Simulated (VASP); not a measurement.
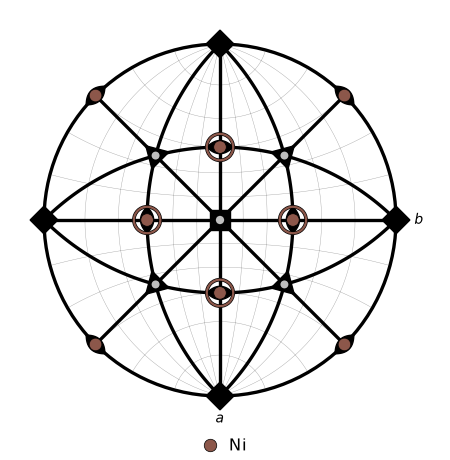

Directions from one nickel atom at (0, 0, 0) to its bonded neighbours, in stereographic projection down c (filled: above the plane of the page or in it, open: below). Crystal: Ni, the end point of a relaxation with VASP Kohn-Sham DFT of a periodic cell, vdW-DF-cx, VASP PAW PBE potentials, recommended in VASP. Geometry calculated from the standardised cell; symmetry tolerance 0.002 Å.

Neighbours are counted up to 2.75 Å for Ni. The symmetry elements of the site are drawn in: heavy lines are mirror planes (a heavy rim: a mirror in the plane of the page); lens, triangle, square and hexagon are 2-, 3-, 4- and 6-fold axes, a lens in an open square is −4, a triangle in an open hexagon −6; thin dashed diameters join the ends of axes that lie in the page; a small open circle marks inversion.

```
CELL_PARAMETERS angstrom
3.47108 0.00000 0.00000
0.00000 3.47108 0.00000
0.00000 0.00000 3.47108
ATOMIC_POSITIONS crystal
Ni 0.00000 0.00000 0.00000
Ni 0.00000 0.50000 0.50000
Ni 0.50000 0.00000 0.50000
Ni 0.50000 0.50000 0.00000
```

> How many neighbours are there, and at what angles?

12: 12 Ni at 2.45 Å. Angles between bonds: 60° (24×), 90° (12×), 120° (24×), 180° (6×).

> What is the site's symmetry in the crystal?

Point group m-3m (Oh), order 48: three fourfold axes, four threefold axes, six twofold axes, nine mirror planes, an inversion centre. In Fm-3m, No. 225 this is Wyckoff position 4a.
